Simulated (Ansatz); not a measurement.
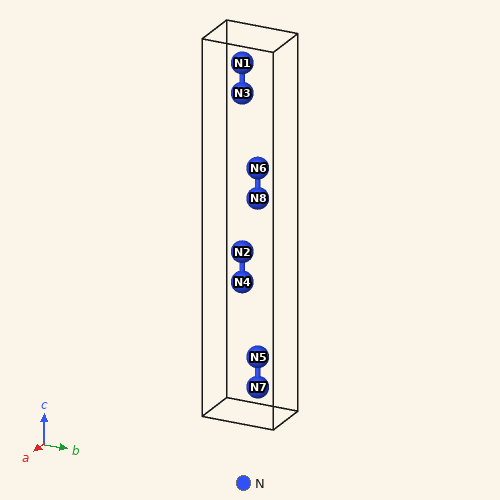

The system is N (P6_3/mmc, No. 194; 8 atoms in the cell); the picture shows the reference structure. Rigid slide and opening across a plane, one cut a cell; the plane is (0 0 1) of the conventional cell. The first coordinate is: slide along a1 − a2 (3.527 Å); the second: opening across the cut. Nothing is relaxed (rigid halves). The grid has 12 × 7 points; 49 points were computed and 35 follow by symmetry. Points are written as (first, second). Energies: meV/Å², counted from the lowest grid point. Method: DFT LDA, scalar-relativistic, plane waves, PAW in Ansatz. Settings: cutoff 520 eV, k-mesh 7×7×2 in the order of the run's cell vectors, gaussian smearing 0.05 eV, no spin polarisation.

Its coordinates:

```yaml
crystal:
  lattice:
    - [-3.52692, 0.00000, 0.00000]
    - [-1.76346, -3.05440, 0.00000]
    - [0.00000, 0.00000, 13.65050]
  atoms:
    - { symbol: N, position: [0.33333, 0.33333, 0.91507] }
    - { symbol: N, position: [0.33333, 0.33333, 0.41507] }
    - { symbol: N, position: [0.33333, 0.33333, 0.83493] }
    - { symbol: N, position: [0.33333, 0.33333, 0.33493] }
    - { symbol: N, position: [0.66667, 0.66667, 0.16507] }
    - { symbol: N, position: [0.66667, 0.66667, 0.66507] }
    - { symbol: N, position: [0.66667, 0.66667, 0.08493] }
    - { symbol: N, position: [0.66667, 0.66667, 0.58493] }
```

The input of one point:

```yaml
crystal:
  lattice:
    - [-3.5269202438, 0.0, 0.0]
    - [-1.7634601219, -3.0544025283, 0.0]
    - [0.0, 0.0, 13.6505029787]
  atoms:
    - { symbol: "N", position: [0.3333333333, 0.3333333333, 0.1650739346] }
    - { symbol: "N", position: [0.3333333333, 0.3333333333, 0.6650739346] }
    - { symbol: "N", position: [0.3333333333, 0.3333333333, 0.0849260654] }
    - { symbol: "N", position: [0.3333333333, 0.3333333333, 0.5849260654] }
    - { symbol: "N", position: [0.6666666667, 0.6666666667, 0.4150739346] }
    - { symbol: "N", position: [0.6666666667, 0.6666666667, 0.9150739346] }
    - { symbol: "N", position: [0.6666666667, 0.6666666667, 0.3349260654] }
    - { symbol: "N", position: [0.6666666667, 0.6666666667, 0.8349260654] }
basis:
  ecutwfc: 520.0
kpoints:
  mp_grid: { grid: [7, 7, 2] }
hamiltonian:
  xc: lda
scf:
  occupations: { method: gaussian, width: 0.05 }
output:
  forces: true
  stress: true
  eigenvalues: true
```

Range: slide along a1 − a2 (3.527 Å) from 0.000 to 0.917; opening across the cut from −0.3 to 3.2 Å.

Question: What will the energy surface look like?

Answer: The lowest grid point is at (0.000, 0.0 Å). No other kind of well shows on this grid. The highest grid point, (0.500, −0.3 Å), lies 40.9 meV/Å² above the lowest. On the interpolated surface the easiest way out of the lowest well to its copy in the next cell or period passes a barrier of about 3.3 meV/Å². Round the minimum the two coordinates are nearly uncoupled. The gap on the k-mesh is 6.4 eV at the lowest point and runs from 5.6 to 6.7 eV over the map.

```
second ↓, first →  0/12  1/12  2/12  3/12  4/12  5/12  6/12  7/12  8/12  9/12  10/12  11/12
              3.2   5.2   5.2   5.2   5.2   5.2   5.2   5.2   5.2   5.2   5.2    5.2    5.2
              2.0   4.9   4.9   4.9   4.9   4.9   4.9   4.9   4.9   4.9   4.9    4.9    4.9
              1.2   3.9   3.9   3.9   3.9   3.9   4.0   4.0   4.0   3.9   3.9    3.9    3.9
              0.7   2.3   2.4   2.5   2.7   3.0   3.2   3.3   3.2   3.0   2.7    2.5    2.4
              0.3   0.7   0.9   1.6   2.8   4.1   5.2   5.7   5.2   4.1   2.8    1.6    0.9
              0.0   0.0   0.7   2.8   6.1  10.1  13.5  14.9  13.5  10.1   6.1    2.8    0.7
             −0.3   1.4   3.1   8.3  17.1  27.9  37.2  40.9  37.2  27.9  17.1    8.3    3.1
```

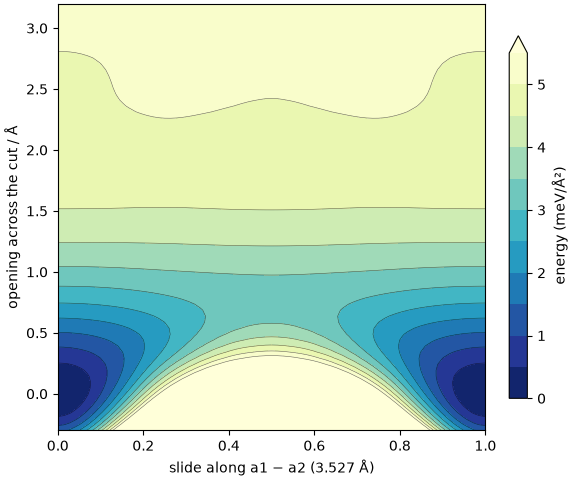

The picture shows filled contours, one colour for all values above the top of the scale. Between grid points the surface is interpolated.

The whole map (49 points run) took 6.8 min on 2 threads of Intel(R) Xeon(R) Platinum 8259CL CPU @ 2.50GHz (Skylake/Cascade Lake) (shared host).
